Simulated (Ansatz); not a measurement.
# Geometry relaxation of W5HS10 (part 3 of 3)

W5HS10 (defect cell, 16 atoms in the cell); DFT PBE, scalar-relativistic, plane waves, PAW, spin-polarised (Ansatz 0.2.0); cutoff 420 eV, 4×3×4 k-mesh, Gaussian smearing of 0.01 eV, collinear spins. The structure derives from a Materials Project entry. It belongs to a series of runs on one base structure; here: H interstitial, charge +0, atoms relaxed at the host's cell.

Geometry of the input (Å; fractional positions):
```
0.0000  -5.5213  0.0000
0.0000  -1.8404  7.4744
-7.9694  -2.7607  0.0000
W  0.5993  0.0020  0.8000
W  0.7993  0.0020  0.4000
W  0.1993  0.0020  0.6000
W  0.3993  0.0020  0.2000
W  0.9993  0.0020  0.0000
S  0.1959  0.2122  0.8000
S  0.3959  0.2122  0.4000
S  0.7959  0.2122  0.6000
S  0.9959  0.2122  0.2000
S  0.5959  0.2122  0.0000
S  0.3361  0.7918  0.8000
S  0.5361  0.7918  0.4000
S  0.9361  0.7918  0.6000
S  0.1361  0.7918  0.2000
S  0.7361  0.7918  0.0000
H  0.1688  0.5000  0.0062
```

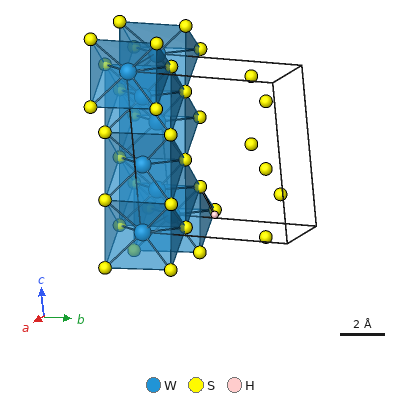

*The geometry at step 10 of the log (polyhedral view of the cell of the calculation, seen slightly off an axis; polyhedra are completed across the faces of the cell).*

Trajectory as extended XYZ, continued:
```
16
Lattice="0.0000 -5.5213 0.0000 0.0000 -1.8404 7.4744 -7.9694 -2.7607 0.0000" Properties=species:S:1:pos:R:3:forces:R:3 step=3 energy=-60970.80132
W    -6.3771   -5.5216    0.0274    0.0043  -0.0007  -0.0338
W    -3.1889   -5.5199    0.0199    0.0080  -0.0072   0.0114
W    -4.7819   -2.7591    0.0203   -0.0062  -0.0074   0.0093
W    -1.5935   -2.7611    0.0274   -0.0054   0.0006  -0.0352
W    -0.0006   -5.5243    0.0270    0.0013   0.0134  -0.0185
S    -6.3742   -3.6809    1.5961   -0.0084  -0.0032   0.0085
S    -3.1906   -3.6814    1.5943    0.0020   0.0021  -0.0058
S    -4.7800   -6.4419    1.5943   -0.0027   0.0019  -0.0053
S    -1.5963   -6.4419    1.5958    0.0070  -0.0028   0.0103
S    -0.0007   -3.6798    1.5979   -0.0001   0.0008   0.0148
S    -6.3802   -5.5217    5.9262    0.0191  -0.0103   0.0217
S    -3.1870   -5.5187    5.9252    0.0024  -0.0029   0.0055
S    -4.7840   -8.2796    5.9252   -0.0015  -0.0021   0.0055
S    -1.5903   -2.7610    5.9262   -0.0211  -0.0113   0.0213
S    -0.0006   -5.5269    5.9287   -0.0005   0.0284   0.0228
H    -0.0402   -1.8672    3.6055    0.0017   0.0007  -0.0325
16
Lattice="0.0000 -5.5213 0.0000 0.0000 -1.8404 7.4744 -7.9694 -2.7607 0.0000" Properties=species:S:1:pos:R:3:forces:R:3 step=4 energy=-60970.80922
W    -6.3791   -5.5217    0.0392    0.0329  -0.0079   0.0218
W    -3.1898   -5.5196    0.0350   -0.0074  -0.0099  -0.0055
W    -4.7825   -2.7588    0.0350    0.0070  -0.0118  -0.0047
W    -1.5931   -2.7612    0.0392   -0.0328  -0.0068   0.0221
W    -0.0013   -5.5264    0.0366   -0.0013   0.0366   0.0138
S    -6.3776   -3.6824    1.6095   -0.0201  -0.0091   0.0082
S    -3.1905   -3.6804    1.6077    0.0039  -0.0015   0.0035
S    -4.7819   -6.4410    1.6079   -0.0021  -0.0010   0.0024
S    -1.5941   -6.4435    1.6095    0.0207  -0.0101   0.0098
S    -0.0014   -3.6805    1.6107   -0.0012   0.0219   0.0089
S    -6.3762   -5.5231    5.9399   -0.0165   0.0055  -0.0115
S    -3.1881   -5.5196    5.9394    0.0011  -0.0001   0.0024
S    -4.7843   -8.2801    5.9393   -0.0003  -0.0004   0.0032
S    -1.5960   -2.7625    5.9401    0.0167   0.0054  -0.0116
S    -0.0013   -5.5239    5.9419   -0.0009  -0.0114  -0.0177
H    -0.0290   -1.8624    3.4067    0.0005   0.0005  -0.0452
16
Lattice="0.0000 -5.5213 0.0000 0.0000 -1.8404 7.4744 -7.9694 -2.7607 0.0000" Properties=species:S:1:pos:R:3:forces:R:3 step=5 energy=-60970.82247
W    -6.3788   -5.5219    0.0529    0.0035  -0.0057   0.0048
W    -3.1896   -5.5213    0.0473   -0.0218   0.0138  -0.0140
W    -4.7835   -2.7606    0.0473    0.0208   0.0140  -0.0130
W    -1.5942   -2.7613    0.0528   -0.0040  -0.0057   0.0048
W    -0.0018   -5.5241    0.0503   -0.0001  -0.0175  -0.0132
S    -6.3814   -3.6837    1.6234   -0.0406  -0.0243   0.0305
S    -3.1916   -3.6822    1.6208   -0.0004  -0.0027   0.0020
S    -4.7815   -6.4428    1.6208    0.0009  -0.0026   0.0019
S    -1.5909   -6.4450    1.6238    0.0431  -0.0259   0.0327
S    -0.0020   -3.6753    1.6257   -0.0003   0.0566   0.0321
S    -6.3788   -5.5231    5.9525   -0.0021   0.0007   0.0010
S    -3.1883   -5.5210    5.9522   -0.0083  -0.0019   0.0019
S    -4.7848   -8.2816    5.9522    0.0079  -0.0019   0.0019
S    -1.5944   -2.7624    5.9525    0.0028   0.0009   0.0017
S    -0.0019   -5.5229    5.9541    0.0003   0.0021   0.0002
H    -0.0226   -1.8579    3.2088   -0.0015   0.0002  -0.0754
16
Lattice="0.0000 -5.5213 0.0000 0.0000 -1.8404 7.4744 -7.9694 -2.7607 0.0000" Properties=species:S:1:pos:R:3:forces:R:3 step=6 energy=-60970.84250
W    -6.3795   -5.5222    0.0654    0.0218  -0.0124  -0.0021
W    -3.1895   -5.5209    0.0600   -0.0370   0.0152  -0.0264
W    -4.7838   -2.7599    0.0599    0.0343   0.0120  -0.0230
W    -1.5939   -2.7618    0.0653   -0.0216  -0.0121  -0.0031
W    -0.0018   -5.5253    0.0625   -0.0009  -0.0048  -0.0330
S    -6.3863   -3.6870    1.6381   -0.0803  -0.0410   0.0554
S    -3.1923   -3.6821    1.6333    0.0002  -0.0050   0.0081
S    -4.7813   -6.4428    1.6335    0.0016  -0.0043   0.0073
S    -1.5858   -6.4487    1.6387    0.0877  -0.0461   0.0625
S    -0.0021   -3.6692    1.6406   -0.0011   0.0993   0.0606
S    -6.3778   -5.5237    5.9654   -0.0125   0.0052  -0.0034
S    -3.1896   -5.5212    5.9645   -0.0076  -0.0041   0.0026
S    -4.7840   -8.2815    5.9645    0.0083  -0.0039   0.0033
S    -1.5955   -2.7631    5.9656    0.0130   0.0053  -0.0035
S    -0.0019   -5.5225    5.9670   -0.0004  -0.0027  -0.0108
H    -0.0210   -1.8553    3.0129   -0.0055  -0.0007  -0.0947
16
Lattice="0.0000 -5.5213 0.0000 0.0000 -1.8404 7.4744 -7.9694 -2.7607 0.0000" Properties=species:S:1:pos:R:3:forces:R:3 step=7 energy=-60970.86427
W    -6.3793   -5.5224    0.0775    0.0250  -0.0232  -0.0370
W    -3.1881   -5.5221    0.0727   -0.0606   0.0380  -0.0452
W    -4.7847   -2.7612    0.0726    0.0528   0.0330  -0.0352
W    -1.5937   -2.7621    0.0773   -0.0262  -0.0241  -0.0411
W    -0.0017   -5.5230    0.0747    0.0007  -0.0296  -0.0840
S    -6.3954   -3.6914    1.6544   -0.1052  -0.0535   0.0695
S    -3.1925   -3.6834    1.6459   -0.0037  -0.0091   0.0089
S    -4.7805   -6.4439    1.6460    0.0055  -0.0082   0.0087
S    -1.5755   -6.4538    1.6556    0.1278  -0.0677   0.0880
S    -0.0021   -3.6573    1.6578   -0.0010   0.1460   0.0791
S    -6.3791   -5.5232    5.9774   -0.0030   0.0033   0.0116
S    -3.1907   -5.5227    5.9770   -0.0173  -0.0076   0.0046
S    -4.7824   -8.2828    5.9770    0.0173  -0.0071   0.0047
S    -1.5938   -2.7627    5.9776    0.0036   0.0036   0.0121
S    -0.0018   -5.5211    5.9778   -0.0001   0.0082   0.0049
H    -0.0247   -1.8539    2.8162   -0.0156  -0.0020  -0.0498
16
Lattice="0.0000 -5.5213 0.0000 0.0000 -1.8404 7.4744 -7.9694 -2.7607 0.0000" Properties=species:S:1:pos:R:3:forces:R:3 step=8 energy=-60970.87389
W    -6.3740   -5.5235    0.0844   -0.0023  -0.0061  -0.0097
W    -3.1832   -5.5237    0.0865   -0.0471   0.0363  -0.0415
W    -4.7838   -2.7622    0.0862   -0.0073   0.0013   0.0296
W    -1.5940   -2.7639    0.0836   -0.0066  -0.0147  -0.0396
W     0.0012   -5.5164    0.0827    0.0053  -0.0296  -0.0470
S    -6.4190   -3.7040    1.6752    0.1098   0.0812  -0.0703
S    -3.1910   -3.6858    1.6591   -0.0017  -0.0103  -0.0086
S    -4.7767   -6.4459    1.6593    0.0063  -0.0067  -0.0075
S    -1.5423   -6.4699    1.6790    0.0339  -0.0100   0.0397
S     0.0000   -3.6214    1.6792   -0.0048  -0.0353  -0.0130
S    -6.3776   -5.5205    5.9882    0.0045  -0.0053   0.0281
S    -3.1956   -5.5272    5.9877   -0.0113  -0.0081   0.0094
S    -4.7727   -8.2867    5.9880    0.0106  -0.0024   0.0079
S    -1.5898   -2.7602    5.9886   -0.0073  -0.0043   0.0318
S     0.0010   -5.5172    5.9836   -0.0012   0.0179   0.0200
H    -0.0685   -1.8587    2.6262   -0.0808  -0.0039   0.0704
16
Lattice="0.0000 -5.5213 0.0000 0.0000 -1.8404 7.4744 -7.9694 -2.7607 0.0000" Properties=species:S:1:pos:R:3:forces:R:3 step=9 energy=-60970.89172
W    -6.3671   -5.5232    0.0828   -0.0282   0.0112   0.0405
W    -3.1793   -5.5221    0.0838   -0.0447   0.0300  -0.0701
W    -4.7746   -2.7596    0.0837   -0.0695  -0.0366   0.0714
W    -1.5902   -2.7654    0.0802    0.0143   0.0005  -0.0126
W     0.0074   -5.5177    0.0786    0.0047   0.0017   0.0441
S    -6.4046   -3.6965    1.6680    0.1624   0.0927  -0.1129
S    -3.1854   -3.6865    1.6572    0.0071  -0.0003  -0.0058
S    -4.7697   -6.4454    1.6577   -0.0038   0.0091  -0.0029
S    -1.5348   -6.4723    1.6800    0.1506  -0.0954   0.1024
S     0.0028   -3.6233    1.6765    0.0054  -0.0578  -0.0416
S    -6.3692   -5.5203    5.9878   -0.0052  -0.0060  -0.0083
S    -3.1915   -5.5277    5.9842    0.0061  -0.0055  -0.0020
S    -4.7657   -8.2856    5.9854   -0.0162   0.0103  -0.0019
S    -1.5858   -2.7606    5.9880   -0.0016  -0.0020   0.0067
S     0.0070   -5.5160    5.9825   -0.0011   0.0009   0.0012
H    -0.1654   -1.8649    2.6609   -0.1803   0.0471  -0.0083
16
Lattice="0.0000 -5.5213 0.0000 0.0000 -1.8404 7.4744 -7.9694 -2.7607 0.0000" Properties=species:S:1:pos:R:3:forces:R:3 step=10 energy=-60970.97661
W    -6.3584   -5.5230    0.0873   -0.0141   0.0014   0.0118
W    -3.1682   -5.5257    0.0868   -0.1948   0.1249  -0.2962
W    -4.7644   -2.7599    0.0870   -0.0401  -0.0263   0.0486
W    -1.5801   -2.7709    0.0810   -0.0096  -0.0277  -0.0677
W     0.0203   -5.5201    0.0833    0.0074   0.0584   0.0982
S    -6.3807   -3.6886    1.6645    0.1883   0.0948  -0.0943
S    -3.1751   -3.6901    1.6592    0.0226  -0.0161   0.0145
S    -4.7604   -6.4455    1.6611    0.0127   0.0104   0.0188
S    -1.5022   -6.4918    1.6975    0.4155  -0.2788   0.4052
S     0.0096   -3.6225    1.6798    0.0418  -0.2720  -0.1271
S    -6.3596   -5.5218    5.9907    0.0018  -0.0024  -0.0141
S    -3.1838   -5.5323    5.9866   -0.0026  -0.0161   0.0030
S    -4.7578   -8.2856    5.9889   -0.0073   0.0187   0.0063
S    -1.5744   -2.7635    5.9932   -0.0107   0.0034   0.0225
S     0.0178   -5.5182    5.9855   -0.0046   0.0001  -0.0100
H    -0.3485   -1.8276    2.6049   -0.4062   0.3272  -0.0196
16
Lattice="0.0000 -5.5213 0.0000 0.0000 -1.8404 7.4744 -7.9694 -2.7607 0.0000" Properties=species:S:1:pos:R:3:forces:R:3 step=11 energy=-60971.13541
W    -6.3511   -5.5285    0.0869   -0.0141  -0.0009  -0.0071
W    -3.1670   -5.5264    0.0780   -0.3024   0.1860  -0.5067
W    -4.7546   -2.7609    0.0862    0.0131   0.0059   0.0243
W    -1.5724   -2.7815    0.0809    0.0076  -0.0221   0.0485
W     0.0304   -5.5307    0.0897    0.0073   0.0828   0.1600
S    -6.3534   -3.6855    1.6592    0.1489   0.0178  -0.0626
S    -3.1675   -3.6973    1.6592    0.0305  -0.0421   0.0110
S    -4.7518   -6.4464    1.6615    0.0323   0.0039   0.0118
S    -1.4626   -6.5204    1.7352    0.1002  -0.0776   0.2108
S     0.0191   -3.6518    1.6715    0.0965  -0.3729  -0.1935
S    -6.3516   -5.5260    5.9917   -0.0029  -0.0034  -0.0199
S    -3.1797   -5.5353    5.9831    0.0119  -0.0067   0.0012
S    -4.7543   -8.2876    5.9855   -0.0263   0.0202   0.0106
S    -1.5684   -2.7692    5.9981   -0.0056  -0.0023   0.0616
S     0.0246   -5.5266    5.9871   -0.0099  -0.0057  -0.0318
H    -0.5057   -1.7131    2.5836   -0.0868   0.2169   0.2821
16
Lattice="0.0000 -5.5213 0.0000 0.0000 -1.8404 7.4744 -7.9694 -2.7607 0.0000" Properties=species:S:1:pos:R:3:forces:R:3 step=12 energy=-60971.18717
W    -6.3478   -5.5386    0.0770   -0.0286  -0.0177  -0.0075
W    -3.1917   -5.5138    0.0293   -0.0361  -0.0151  -0.0597
W    -4.7462   -2.7609    0.0746    0.0852   0.0792  -0.0263
W    -1.5640   -2.7916    0.0885    0.0242   0.0331   0.1870
W     0.0374   -5.5466    0.1015    0.0025  -0.1821  -0.1829
S    -6.3182   -3.6920    1.6472   -0.0335  -0.0862   0.0267
S    -3.1643   -3.7102    1.6487   -0.0003  -0.0461  -0.0571
S    -4.7433   -6.4440    1.6473    0.0648  -0.0172  -0.0536
S    -1.4461   -6.5314    1.7800   -0.6014   0.2445  -0.5598
S     0.0401   -3.7224    1.6454   -0.0065   0.2831   0.1704
S    -6.3488   -5.5321    5.9869   -0.0377   0.0140  -0.0149
S    -3.1727   -5.5227    5.9650    0.0606   0.0824  -0.0562
S    -4.7703   -8.2903    5.9630   -0.0474  -0.0254  -0.0712
S    -1.5667   -2.7767    6.0045    0.0219  -0.0141   0.0638
S     0.0243   -5.5406    5.9864   -0.0417  -0.0349  -0.0116
H    -0.5877   -1.5729    2.6920    0.5736  -0.2971   0.6507
16
Lattice="0.0000 -5.5213 0.0000 0.0000 -1.8404 7.4744 -7.9694 -2.7607 0.0000" Properties=species:S:1:pos:R:3:forces:R:3 step=13 energy=-60971.22298
W    -6.3505   -5.5468    0.0698   -0.0050   0.0201   0.0221
W    -3.1943   -5.5201   -0.0052   -0.0590  -0.0468   0.1623
W    -4.7448   -2.7657    0.0518   -0.0177  -0.0195   0.0717
W    -1.5619   -2.7930    0.1204    0.0065  -0.0030  -0.2142
W     0.0336   -5.5497    0.1105   -0.0186   0.0130  -0.0632
S    -6.3205   -3.7039    1.6412    0.0743   0.0086  -0.0130
S    -3.1773   -3.7364    1.6319   -0.0388   0.0466   0.0041
S    -4.7287   -6.4574    1.6190   -0.0222   0.0410  -0.0036
S    -1.4712   -6.5231    1.7819    0.0925  -0.0191   0.0924
S     0.0494   -3.6988    1.6741   -0.0052  -0.0673  -0.0363
S    -6.3614   -5.5363    5.9814   -0.0379  -0.0007   0.0102
S    -3.1521   -5.5063    5.9508    0.0185  -0.0220   0.0073
S    -4.7872   -8.2950    5.9330    0.0353  -0.0056   0.0064
S    -1.5537   -2.7947    6.0136    0.0170   0.0082  -0.0313
S     0.0073   -5.5517    6.0004    0.0073   0.0280   0.0058
H    -0.5525   -1.5082    2.7628   -0.0466   0.0183  -0.0192
16
Lattice="0.0000 -5.5213 0.0000 0.0000 -1.8404 7.4744 -7.9694 -2.7607 0.0000" Properties=species:S:1:pos:R:3:forces:R:3 step=14 energy=-60971.22702
W    -6.3506   -5.5423    0.0674   -0.0094  -0.0367   0.0034
W    -3.1973   -5.5252    0.0125    0.0261   0.0429  -0.0104
W    -4.7455   -2.7603    0.0565   -0.0195  -0.0495  -0.0062
W    -1.5618   -2.7941    0.1053   -0.0066   0.0725   0.0728
W     0.0313   -5.5505    0.1014   -0.0023  -0.0211   0.0593
S    -6.3180   -3.7006    1.6377   -0.0036   0.0127  -0.0051
S    -3.1769   -3.7259    1.6338    0.0122  -0.0009  -0.0014
S    -4.7395   -6.4519    1.6273    0.0043  -0.0024   0.0161
S    -1.4604   -6.5292    1.7920    0.0199  -0.0237  -0.0901
S     0.0464   -3.7047    1.6609   -0.0077  -0.0043  -0.0035
S    -6.3606   -5.5323    5.9796    0.0007  -0.0002  -0.0083
S    -3.1571   -5.5168    5.9558    0.0009  -0.0009   0.0022
S    -4.7809   -8.2931    5.9387    0.0038   0.0063   0.0019
S    -1.5620   -2.7904    6.0094    0.0019   0.0008  -0.0013
S     0.0114   -5.5482    5.9912   -0.0028  -0.0038  -0.0084
H    -0.5445   -1.5217    2.7678   -0.0180   0.0084  -0.0213
16
Lattice="0.0000 -5.5213 0.0000 0.0000 -1.8404 7.4744 -7.9694 -2.7607 0.0000" Properties=species:S:1:pos:R:3:forces:R:3 step=15 energy=-60971.22803
W    -6.3505   -5.5449    0.0694   -0.0024  -0.0013  -0.0047
W    -3.1949   -5.5225    0.0125    0.0054  -0.0026  -0.0005
W    -4.7460   -2.7642    0.0574    0.0058   0.0084  -0.0024
W    -1.5618   -2.7917    0.1066   -0.0021   0.0077  -0.0042
W     0.0334   -5.5508    0.1030   -0.0094  -0.0080  -0.0081
S    -6.3178   -3.7020    1.6396   -0.0085  -0.0051   0.0040
S    -3.1752   -3.7252    1.6350   -0.0012   0.0041   0.0042
S    -4.7372   -6.4537    1.6284   -0.0030  -0.0007  -0.0023
S    -1.4634   -6.5269    1.7814    0.0178  -0.0088  -0.0078
S     0.0453   -3.7052    1.6624   -0.0031   0.0077   0.0077
S    -6.3602   -5.5352    5.9799    0.0004  -0.0026   0.0041
S    -3.1562   -5.5154    5.9560   -0.0012   0.0007   0.0027
S    -4.7795   -8.2941    5.9413   -0.0010  -0.0022   0.0015
S    -1.5602   -2.7886    6.0091    0.0026  -0.0001  -0.0016
S     0.0113   -5.5487    5.9922    0.0039   0.0016   0.0045
H    -0.5532   -1.5180    2.7631   -0.0038   0.0013   0.0028
16
Lattice="0.0000 -5.5213 0.0000 0.0000 -1.8404 7.4744 -7.9694 -2.7607 0.0000" Properties=species:S:1:pos:R:3:forces:R:3 step=16 energy=-60971.22803
W    -6.3505   -5.5449    0.0694   -0.0024  -0.0013  -0.0047
W    -3.1949   -5.5225    0.0125    0.0054  -0.0027  -0.0004
W    -4.7460   -2.7642    0.0574    0.0058   0.0084  -0.0024
W    -1.5618   -2.7917    0.1066   -0.0021   0.0076  -0.0042
W     0.0334   -5.5508    0.1030   -0.0094  -0.0080  -0.0081
S    -6.3178   -3.7020    1.6396   -0.0084  -0.0051   0.0040
S    -3.1752   -3.7252    1.6350   -0.0012   0.0041   0.0042
S    -4.7372   -6.4537    1.6284   -0.0030  -0.0007  -0.0023
S    -1.4634   -6.5269    1.7814    0.0177  -0.0088  -0.0078
S     0.0453   -3.7052    1.6624   -0.0032   0.0077   0.0077
S    -6.3602   -5.5352    5.9799    0.0004  -0.0026   0.0041
S    -3.1562   -5.5154    5.9560   -0.0012   0.0007   0.0027
S    -4.7795   -8.2941    5.9413   -0.0011  -0.0022   0.0015
S    -1.5602   -2.7886    6.0091    0.0026  -0.0001  -0.0016
S     0.0113   -5.5487    5.9922    0.0039   0.0016   0.0045
H    -0.5532   -1.5180    2.7631   -0.0039   0.0013   0.0028
```

Results in brief:

```csv
quantity,value
outcome,converged
electrons treated,131
free energy,−60971.2280 eV
Fermi energy,9.055 eV
gap on the k-point mesh,0.15 eV
net moment of the cell,1.00 μB
integrated absolute moment,1.11 μB
final volume,328.89 Å³
largest force (length of the vector) at the end,0.021 eV/Å
hardware,"4 threads of Arm Neoverse V1, 24 GiB of memory available, shared host"
wall time,18 min (CPU time 72 min)
peak memory,1.6 GiB
```

Spin–orbit coupling is left out, which matters for W.
